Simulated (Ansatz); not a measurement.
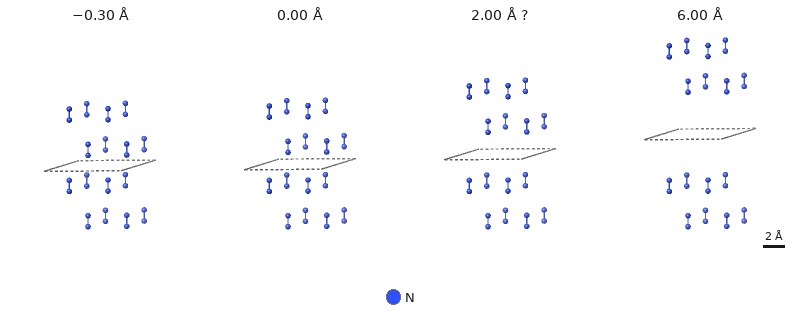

A scan of crystalline N (P6_3/mmc): the crystal is pulled apart rigidly along the normal of the (0 0 1) plane of the conventional cell, at a cut between a plane of N below and one of N above, 2.60 Å apart. One cut stands in each cell, which starts 14.8 Å high; nothing is relaxed, and the dashed outline marks the cut. A ball-and-stick model of the layers on both sides of the cut, seen from the side, nearly along the cut plane.

Computed with Ansatz, DFT PBE+D3(BJ), scalar-relativistic, plane waves, PAW. Set-up: plane-wave cutoff 420 eV; k-point mesh 7 × 7 × 2; occupations gaussian; smearing width 0.05 eV; no spin polarisation. Energies (free energies at the smearing named) are counted from the relaxed crystal.

```csv
opening (Å),ΔE per area (J/m²)
−0.30,0.011
−0.15,0.003
0.00,0.000
0.25,0.003
0.50,0.011
0.75,0.019
1.00,0.027
1.50,0.040
2.00,?
3.00,0.056
4.50,0.060
6.00,0.062
```

Question: Estimate the missing energy from the other rows, and compare with the calculation.

Answer: A straight line between the two neighbours gives 0.045 J/m². A cubic through the four nearest rows (1.00, 1.50, 3.00, 4.50) gives, with Lagrange weights, (−0.3571)(0.027) + (1.1111)(0.040) + (0.2778)(0.056) + (−0.0317)(0.060) = 0.048 J/m². The calculation gives 0.048 J/m², so the cubic is right to the digits shown and the straight line 0.003 J/m² too low, as the curve bends downwards here.

The whole profile:

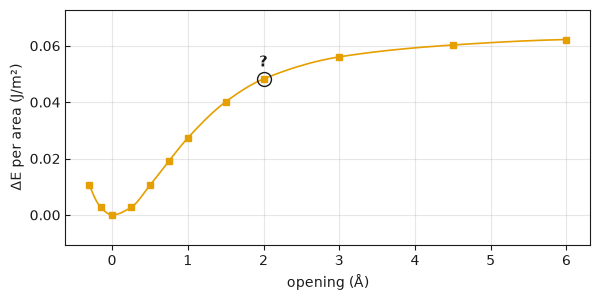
